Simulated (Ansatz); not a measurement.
## Run report: Ga15P16, geometry relaxation (part 3 of 3)

The same run, continued: Ga15P16 (defect cell, 31 atoms in the cell); DFT PBE, scalar-relativistic, plane waves, PAW, spin-polarised (Ansatz 0.2.0); cutoff 420 eV, 2×2×2 k-mesh, Gaussian smearing of 0.02 eV, collinear spins. The structure derives from a Materials Project entry. It belongs to a series of runs on one base structure; here: V_Ga, charge +0, atoms relaxed at the host's cell.

Output, continued:
```
--- Relaxed structure (4 steps of the walk, 4 accepted, 0 SCFs on fresh bases) ---
  F+E_penalty+E_count = -68845.37718058 eV   max|allowed force component| = 1.473e-2 eV/Å
  atoms:
    - { symbol: Ga, position: [0.5000268790294815, 0.746499696694651, 0.7516304171316179] }
    - { symbol: Ga, position: [0.5001555448658905, -0.00015441579144588914, 0.5003712955648558] }
    - { symbol: Ga, position: [0.746827335140208, 0.2510520114868553, 0.00018642096578880274] }
    - { symbol: Ga, position: [0.50004864100163, 0.25120653769387075, 0.2470015839259544] }
    - { symbol: Ga, position: [0.7469529591501451, 0.4999337443309, 0.7515810184300737] }
    - { symbol: Ga, position: [0.7487883134071325, 0.7483202085361584, 0.49586815316700816] }
    - { symbol: Ga, position: [1.4784974408214732e-5, -0.00012356767782590035, 0.00037846730575490437] }
    - { symbol: Ga, position: [0.7487350429889081, -0.004685515764563525, 0.24886406235375907] }
    - { symbol: Ga, position: [0.004144219240277414, 0.25249918699090884, 0.752967310180851] }
    - { symbol: Ga, position: [-4.53395854507203e-5, 0.49962232747575924, 0.5001482071627453] }
    - { symbol: Ga, position: [0.2516268139431245, 0.7471059390001418, 0.00014205072171052935] }
    - { symbol: Ga, position: [-0.0042086474432706245, 0.7484448793886346, 0.24884713971858363] }
    - { symbol: Ga, position: [0.2531545432865123, 0.004417838833307902, 0.7533128511105353] }
    - { symbol: Ga, position: [0.25345073451805833, 0.252999075090326, 0.5048073349935085] }
    - { symbol: Ga, position: [0.25142060135786637, 0.4998502066680136, 0.24750262045943536] }
    - { symbol: P, position: [0.25584223628240055, 0.49972616465162106, 0.00012848305495745393] }
    - { symbol: P, position: [0.25094530887906624, 0.7505101971270299, 0.7509597804213497] }
    - { symbol: P, position: [0.2495960780266769, 0.00014962472565616114, 0.5005340521991067] }
    - { symbol: P, position: [0.5000547091726044, 0.25709789749388207, 0.0001659693625842562] }
    - { symbol: P, position: [0.2509640887508017, 0.2507835774319751, 0.2509508677900315] }
    - { symbol: P, position: [0.5001562036017092, 0.4998101057169319, 0.7577839657035407] }
    - { symbol: P, position: [0.5002107436998094, 0.7489464704320672, 0.5001973272866869] }
    - { symbol: P, position: [0.7490087344295164, -0.000485205406129563, 0.0002876429974947303] }
    - { symbol: P, position: [0.5002452596487089, -0.00033281503552959335, 0.24942129789225734] }
    - { symbol: P, position: [0.7506754271678887, 0.25078583193538495, 0.7511947472711922] }
    - { symbol: P, position: [0.749153320661025, 0.49963820492275457, 0.4998689991849923] }
    - { symbol: P, position: [-2.1200276490274117e-5, 0.7490053450751537, 0.00021616155615544752] }
    - { symbol: P, position: [0.7434007750379678, 0.7429298336213417, 0.2434306623786624] }
    - { symbol: P, position: [0.0003035167530638372, 7.20414614320819e-5, 0.7497022566443103] }
    - { symbol: P, position: [0.00035811435119892376, 0.24891152982020137, 0.5003198418194204] }
    - { symbol: P, position: [-0.00042817226086884486, 0.49956996877053594, 0.24921388824507612] }
--- Löwdin populations: 31 sites ---
  site symbol       q [e]    m [muB]
     0     Ga     12.9525    -0.0013
     1     Ga     12.9466     0.0083
     2     Ga     12.9526    -0.0013
     3     Ga     12.9524    -0.0013
     4     Ga     12.9523    -0.0013
     5     Ga     12.9524    -0.0014
     6     Ga     12.9465     0.0083
     7     Ga     12.9528    -0.0015
     8     Ga     12.9527    -0.0017
     9     Ga     12.9465     0.0083
    10     Ga     12.9526    -0.0017
    11     Ga     12.9524    -0.0015
    12     Ga     12.9524    -0.0013
    13     Ga     12.9525    -0.0013
    14     Ga     12.9526    -0.0017
    15      P      4.9954     0.2834
    16      P      4.9936     0.0312
    17      P      4.9933     0.0315
    18      P      4.9978     0.2732
    19      P      4.9935     0.0311
    20      P      4.9983     0.2713
    21      P      4.9936     0.0311
    22      P      4.9935     0.0313
    23      P      4.9936     0.0312
    24      P      4.9933     0.0320
    25      P      4.9934     0.0311
    26      P      4.9934     0.0318
    27      P      4.9971     0.2765
    28      P      4.9934     0.0314
    29      P      4.9935     0.0314
    30      P      4.9933     0.0319
  spilling = 0.002982 (of n_electrons = 275.000000)
```

File populations.tsv:
```
# site	symbol	l	j	q_up	q_dn
# orbitals = lowdin
# n_electrons = 275.000000
# spilling = 0.002982
0	Ga	0_4S	-	0.549564	0.551269
0	Ga	1_4P	-	0.933401	0.933536
0	Ga	2_3D	-	4.992669	4.992110
1	Ga	0_4S	-	0.552042	0.553778
1	Ga	1_4P	-	0.932595	0.922806
1	Ga	2_3D	-	4.992824	4.992546
2	Ga	0_4S	-	0.549445	0.551154
2	Ga	1_4P	-	0.933518	0.933702
2	Ga	2_3D	-	4.992659	4.992097
3	Ga	0_4S	-	0.549620	0.551341
3	Ga	1_4P	-	0.933246	0.933426
3	Ga	2_3D	-	4.992675	4.992115
4	Ga	0_4S	-	0.549676	0.551373
4	Ga	1_4P	-	0.933176	0.933313
4	Ga	2_3D	-	4.992680	4.992122
5	Ga	0_4S	-	0.549561	0.551304
5	Ga	1_4P	-	0.933257	0.933528
5	Ga	2_3D	-	4.992674	4.992109
6	Ga	0_4S	-	0.552085	0.553821
6	Ga	1_4P	-	0.932531	0.922723
6	Ga	2_3D	-	4.992827	4.992550
7	Ga	0_4S	-	0.549313	0.551053
7	Ga	1_4P	-	0.933694	0.933972
7	Ga	2_3D	-	4.992650	4.992083
8	Ga	0_4S	-	0.549266	0.551055
8	Ga	1_4P	-	0.933596	0.934066
8	Ga	2_3D	-	4.992654	4.992076
9	Ga	0_4S	-	0.552080	0.553816
9	Ga	1_4P	-	0.932532	0.922732
9	Ga	2_3D	-	4.992827	4.992549
10	Ga	0_4S	-	0.549319	0.551104
10	Ga	1_4P	-	0.933500	0.933970
10	Ga	2_3D	-	4.992659	4.992083
11	Ga	0_4S	-	0.549579	0.551316
11	Ga	1_4P	-	0.933223	0.933506
11	Ga	2_3D	-	4.992676	4.992109
12	Ga	0_4S	-	0.549581	0.551295
12	Ga	1_4P	-	0.933290	0.933471
12	Ga	2_3D	-	4.992672	4.992112
13	Ga	0_4S	-	0.549555	0.551258
13	Ga	1_4P	-	0.933386	0.933521
13	Ga	2_3D	-	4.992668	4.992110
14	Ga	0_4S	-	0.549370	0.551160
14	Ga	1_4P	-	0.933419	0.933884
14	Ga	2_3D	-	4.992663	4.992087
15	P	0_3S	-	0.743709	0.725693
15	P	1_3P	-	1.895719	1.630299
16	P	0_3S	-	0.680098	0.679582
16	P	1_3P	-	1.832312	1.801606
17	P	0_3S	-	0.679996	0.679461
17	P	1_3P	-	1.832443	1.801438
18	P	0_3S	-	0.744500	0.726554
18	P	1_3P	-	1.890994	1.635740
19	P	0_3S	-	0.679969	0.679468
19	P	1_3P	-	1.832312	1.801726
20	P	0_3S	-	0.744642	0.726732
20	P	1_3P	-	1.890137	1.636777
21	P	0_3S	-	0.680107	0.679605
21	P	1_3P	-	1.832233	1.801649
22	P	0_3S	-	0.679997	0.679475
22	P	1_3P	-	1.832380	1.801627
23	P	0_3S	-	0.680127	0.679621
23	P	1_3P	-	1.832292	1.801574
24	P	0_3S	-	0.680113	0.679559
24	P	1_3P	-	1.832520	1.801108
25	P	0_3S	-	0.679893	0.679382
25	P	1_3P	-	1.832356	1.801739
26	P	0_3S	-	0.680161	0.679609
26	P	1_3P	-	1.832443	1.801166
27	P	0_3S	-	0.744251	0.726300
27	P	1_3P	-	1.892529	1.633993
28	P	0_3S	-	0.680023	0.679508
28	P	1_3P	-	1.832381	1.801490
29	P	0_3S	-	0.680110	0.679589
29	P	1_3P	-	1.832349	1.801456
30	P	0_3S	-	0.680070	0.679528
30	P	1_3P	-	1.832500	1.801180
```

Trajectory as extended XYZ (Å, eV, eV/Å), 4 frames, from step=1 to step=4:
```
31
Lattice="-5.5051 5.5051 5.5051 5.5051 -5.5051 5.5051 5.5051 5.5051 -5.5051" Properties=species:S:1:pos:R:3:forces:R:3 step=1 energy=-68845.27530
Ga    5.5051    2.7526    2.7526   -0.1128   0.2499  -0.2104
Ga    0.0000    5.5051    0.0000    0.0144   0.0006  -0.0004
Ga   -2.7526    2.7526    5.5051    0.2456  -0.2291  -0.1279
Ga    0.0000    2.7526    2.7526    0.0170  -0.1102   0.0987
Ga    2.7526    5.5051    2.7526    0.0814   0.0048  -0.0935
Ga    2.7526    2.7526    5.5051   -0.0882  -0.0046  -0.0472
Ga    0.0000    0.0000    0.0000    0.0009   0.0007   0.0010
Ga   -2.7526    5.5051    2.7526   -0.3589   0.2489  -0.3299
Ga    5.5051    2.7526   -2.7526    0.0002   0.1002   0.0823
Ga    5.5051    0.0000    0.0000    0.0010  -0.0152  -0.0006
Ga    2.7526   -2.7526    5.5051   -0.1158   0.1209  -0.0309
Ga    5.5051   -2.7526    2.7526   -0.1570   0.0909   0.0289
Ga    2.7526    5.5051   -2.7526    0.1321   0.0065   0.1060
Ga    2.7526    2.7526    0.0000    0.2186   0.2472   0.1312
Ga    2.7526    0.0000    2.7526   -0.0929   0.0030   0.0649
P     1.3971   -1.3956    4.0995   -0.0684   0.0484   0.1356
P     6.8814    1.3763    1.3763   -0.0389   0.0714  -0.0320
P     1.3763    4.1288   -1.3763    0.0512   0.0443   0.0344
P    -1.3573    1.3629    4.1080   -0.1379   0.0884   0.2761
P     1.3763    1.3763    1.3763   -0.0068  -0.0004   0.0489
P     4.1335    4.1703    1.3750    0.0716  -0.2905  -0.1174
P     4.1288    1.3763    4.1288   -0.0829  -0.0307   0.0391
P    -4.1288    4.1288    4.1288   -0.0199   0.0281  -0.0747
P    -1.3763    4.1288    1.3763   -0.0939   0.0597  -0.0479
P     1.3763    6.8814    1.3763    0.0522  -0.0251  -0.0428
P     1.3763    4.1288    4.1288   -0.0125  -0.0253  -0.0140
P     4.1288   -4.1288    4.1288    0.0335  -0.0168  -0.0430
P     1.3348    1.4525    6.8649    0.4205  -0.7388   0.1240
P     4.1288    4.1288   -4.1288    0.0247   0.0187   0.0445
P     4.1288    1.3763   -1.3763    0.0220   0.0793   0.0176
P     4.1288   -1.3763    1.3763    0.0000  -0.0254  -0.0207
31
Lattice="-5.5051 5.5051 5.5051 5.5051 -5.5051 5.5051 5.5051 5.5051 -5.5051" Properties=species:S:1:pos:R:3:forces:R:3 step=2 energy=-68845.36897
Ga    5.4925    2.7716    2.7358   -0.0169   0.0683  -0.0732
Ga   -0.0008    5.5080   -0.0037   -0.0034   0.0005  -0.0078
Ga   -2.7375    2.7443    5.5050    0.0759  -0.0824  -0.0316
Ga   -0.0131    2.7389    2.7729    0.0236  -0.0301   0.0231
Ga    2.7759    5.4944    2.7249    0.0279   0.0496  -0.0138
Ga    2.7282    2.7352    5.5155   -0.0249  -0.0006  -0.0456
Ga   -0.0013    0.0044   -0.0003   -0.0059   0.0050  -0.0051
Ga   -2.7622    5.5048    2.7458   -0.1083   0.0699  -0.1122
Ga    5.5098    2.7733   -2.7413   -0.0213   0.0201   0.0211
Ga    5.5071    0.0011   -0.0023    0.0060   0.0083  -0.0019
Ga    2.7367   -2.7359    5.4940   -0.0401   0.0341   0.0043
Ga    5.5234   -2.7763    2.7251   -0.0956   0.0471   0.0345
Ga    2.7709    5.5209   -2.7343    0.0409  -0.0136   0.0377
Ga    2.7672    2.7738    0.0033    0.0704   0.0837   0.0132
Ga    2.7309   -0.0010    2.7653   -0.0135   0.0289   0.0277
P     1.3583   -1.3573    4.1388   -0.0249   0.0156   0.0538
P     6.8820    1.3852    1.3782    0.0000   0.0219  -0.0134
P     1.3787    4.1300   -1.3845    0.0329   0.0088   0.0205
P    -1.3451    1.3505    4.1620   -0.0362   0.0174   0.0283
P     1.3761    1.3889    1.3781   -0.0151  -0.0455   0.0326
P     4.1645    4.1702    1.3356    0.0151  -0.0749  -0.0073
P     4.1178    1.3818    4.1271   -0.0074  -0.0081   0.0045
P    -4.1298    4.1256    4.1267   -0.0029   0.0185  -0.0217
P    -1.3820    4.1286    1.3745   -0.0136  -0.0013   0.0023
P     1.3792    6.8850    1.3771    0.0279  -0.0144  -0.0089
P     1.3824    4.1300    4.1192   -0.0336  -0.0492   0.0467
P     4.1285   -4.1242    4.1180    0.0071  -0.0188  -0.0247
P     1.3482    1.3532    6.8555    0.0813  -0.1386   0.0012
P     4.1211    4.1300   -4.1281    0.0277   0.0208   0.0412
P     4.1283    1.3856   -1.3791    0.0036   0.0086   0.0140
P     4.1284   -1.3739    1.3833    0.0232  -0.0496  -0.0397
31
Lattice="-5.5051 5.5051 5.5051 5.5051 -5.5051 5.5051 5.5051 5.5051 -5.5051" Properties=species:S:1:pos:R:3:forces:R:3 step=3 energy=-68845.37718
Ga    5.4947    2.7810    2.7245    0.0125   0.0009   0.0016
Ga    0.0003    5.5089   -0.0020   -0.0058  -0.0009   0.0028
Ga   -2.7283    2.7303    5.4924   -0.0015  -0.0043   0.0069
Ga   -0.0101    2.7297    2.7760    0.0073  -0.0012  -0.0047
Ga    2.7777    5.4974    2.7267    0.0000   0.0111  -0.0031
Ga    2.7272    2.7324    5.5119    0.0011  -0.0040  -0.0050
Ga    0.0013    0.0028   -0.0027    0.0014  -0.0023  -0.0011
Ga   -2.7776    5.5177    2.7261   -0.0017  -0.0068  -0.0032
Ga    5.5124    2.7780   -2.7323   -0.0056  -0.0059   0.0025
Ga    5.5041    0.0026   -0.0031   -0.0012   0.0074   0.0019
Ga    2.7285   -2.7269    5.4974    0.0013   0.0017   0.0028
Ga    5.5134   -2.7735    2.7272   -0.0087   0.0028   0.0003
Ga    2.7778    5.5164   -2.7291   -0.0008  -0.0046  -0.0001
Ga    2.7765    2.7815    0.0090    0.0051  -0.0003  -0.0095
Ga    2.7302   -0.0051    2.7733    0.0016   0.0031   0.0039
P     1.3433   -1.3419    4.1588   -0.0006   0.0099   0.0083
P     6.8843    1.3840    1.3790   -0.0046  -0.0006  -0.0041
P     1.3823    4.1287   -1.3806   -0.0027  -0.0029  -0.0069
P    -1.3366    1.3384    4.1673   -0.0024   0.0030  -0.0051
P     1.3805    1.3825    1.3807   -0.0099   0.0051   0.0013
P     4.1698    4.1736    1.3332   -0.0065  -0.0053   0.0042
P     4.1230    1.3843    4.1231   -0.0056  -0.0074   0.0037
P    -4.1245    4.1276    4.1191   -0.0122   0.0013   0.0059
P    -1.3826    4.1288    1.3790    0.0045  -0.0007  -0.0074
P     1.3835    6.8874    1.3777   -0.0025  -0.0035  -0.0009
P     1.3782    4.1254    4.1229    0.0073   0.0005  -0.0012
P     4.1247   -4.1223    4.1221    0.0058  -0.0056  -0.0057
P     1.3375    1.3427    6.8423    0.0052  -0.0012  -0.0021
P     4.1259    4.1285   -4.1251   -0.0050   0.0032  -0.0033
P     4.1226    1.3860   -1.3821    0.0147   0.0021   0.0079
P     4.1245   -1.3806    1.3759    0.0097   0.0051   0.0094
31
Lattice="-5.5051 5.5051 5.5051 5.5051 -5.5051 5.5051 5.5051 5.5051 -5.5051" Properties=species:S:1:pos:R:3:forces:R:3 step=4 energy=-68845.37718
Ga    5.4947    2.7810    2.7245    0.0125   0.0009   0.0016
Ga    0.0003    5.5089   -0.0020   -0.0058  -0.0009   0.0028
Ga   -2.7283    2.7303    5.4924   -0.0015  -0.0043   0.0069
Ga   -0.0101    2.7297    2.7760    0.0073  -0.0012  -0.0047
Ga    2.7777    5.4974    2.7267    0.0000   0.0111  -0.0031
Ga    2.7272    2.7324    5.5119    0.0011  -0.0040  -0.0050
Ga    0.0013    0.0028   -0.0027    0.0014  -0.0023  -0.0011
Ga   -2.7776    5.5177    2.7261   -0.0017  -0.0068  -0.0032
Ga    5.5124    2.7780   -2.7323   -0.0056  -0.0058   0.0025
Ga    5.5041    0.0026   -0.0031   -0.0012   0.0074   0.0020
Ga    2.7285   -2.7269    5.4974    0.0013   0.0017   0.0028
Ga    5.5134   -2.7735    2.7272   -0.0087   0.0028   0.0003
Ga    2.7778    5.5164   -2.7291   -0.0008  -0.0046  -0.0001
Ga    2.7765    2.7815    0.0090    0.0051  -0.0003  -0.0096
Ga    2.7302   -0.0051    2.7733    0.0016   0.0031   0.0039
P     1.3433   -1.3419    4.1588   -0.0006   0.0099   0.0083
P     6.8843    1.3840    1.3790   -0.0046  -0.0006  -0.0042
P     1.3823    4.1287   -1.3806   -0.0027  -0.0029  -0.0069
P    -1.3366    1.3384    4.1673   -0.0024   0.0030  -0.0051
P     1.3805    1.3825    1.3807   -0.0099   0.0051   0.0014
P     4.1698    4.1736    1.3332   -0.0065  -0.0053   0.0042
P     4.1230    1.3843    4.1231   -0.0056  -0.0074   0.0037
P    -4.1245    4.1276    4.1191   -0.0122   0.0013   0.0059
P    -1.3826    4.1288    1.3790    0.0045  -0.0007  -0.0074
P     1.3835    6.8874    1.3777   -0.0025  -0.0035  -0.0009
P     1.3782    4.1254    4.1229    0.0073   0.0005  -0.0012
P     4.1247   -4.1223    4.1221    0.0058  -0.0056  -0.0057
P     1.3375    1.3427    6.8423    0.0052  -0.0011  -0.0021
P     4.1259    4.1285   -4.1251   -0.0050   0.0032  -0.0033
P     4.1226    1.3860   -1.3821    0.0147   0.0021   0.0079
P     4.1245   -1.3806    1.3759    0.0097   0.0051   0.0094
```

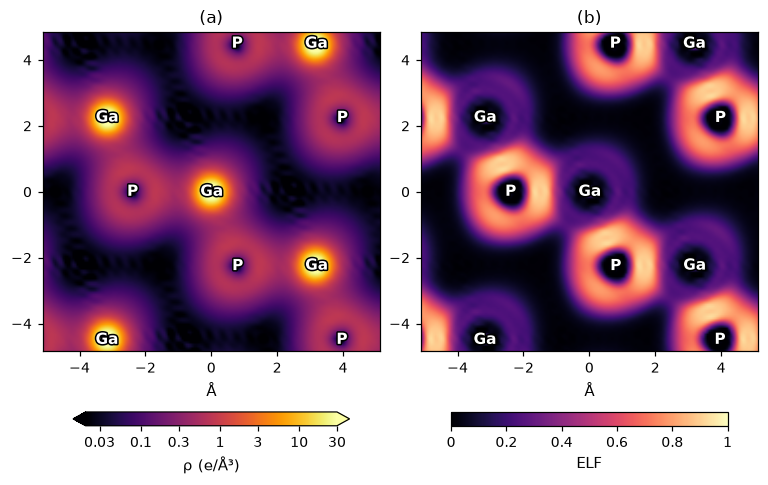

Fig. 1: (a) valence pseudo-density; (b) electron localisation function on the (010) plane of the calculation cell. The section cuts through Ga and P sites. Ga–P (2.39 Å): ρ at the midpoint is about 0.5 e/Å³; the ELF is about 0.75 at the midpoint. The density dies away to nearly zero in the voids. Core electrons are frozen (PAW), so the fields are smoothed inside the atomic spheres.

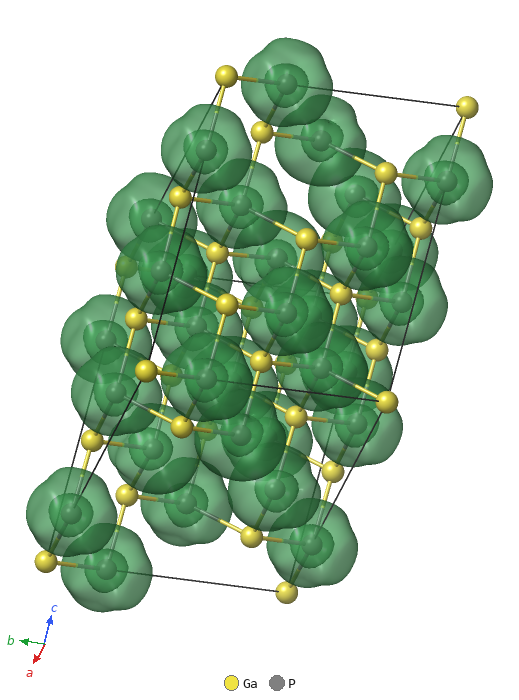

Fig. 2: Isosurface of the ELF at 0.65 (green), seen at an oblique angle. Core shells and regions of very low density are left out. Sticks mark near contacts. The outline is the calculation cell. Values along the shortest contacts: Ga–P (2.37 Å): the ELF is about 0.75 at the midpoint.
